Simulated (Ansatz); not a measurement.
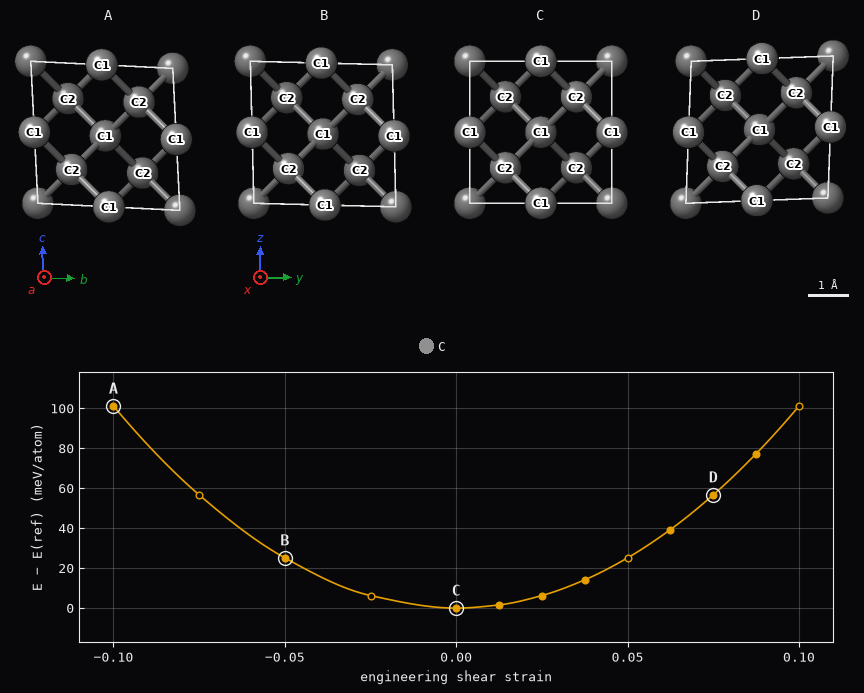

Solid C (Fd-3m): the cell is strained in shear in the yz plane, with the atoms kept at their fractional coordinates. x, y and z are the Cartesian axes of the input. The lettered frames are marked on the plot. Hollow markers are points alike by symmetry, not computed again. The picture is a ball-and-stick view of the conventional cell (4 times the calculation's cell), seen along the a axis. Lengths and directions refer to the drawn axes.

All numbers below come from DFT PBE, scalar-relativistic, plane waves, PAW in Ansatz. Set-up: plane-wave cutoff 420 eV; k-point mesh 12 × 12 × 12; occupations gaussian; smearing width 0.05 eV; no spin polarisation. Energies (free energies at the smearing named) are counted from the cell as listed in its source, which wasn't relaxed.

Q: Read off the main features of the energy profile.

A: Of the computed points the lowest is at the strain 0.00, 0.0 meV/atom. The end points stand at 101.2 meV/atom (−0.10) and 101.2 meV/atom (0.10). The unrelaxed reference is under a pressure of 1.8 GPa. The distortion takes the space group from Fd-3m to Imma. At the strain −0.10 the cell of the drawing goes b 3.567 → 3.571 Å, c 3.567 → 3.571 Å, α 90.0° → 95.7°.
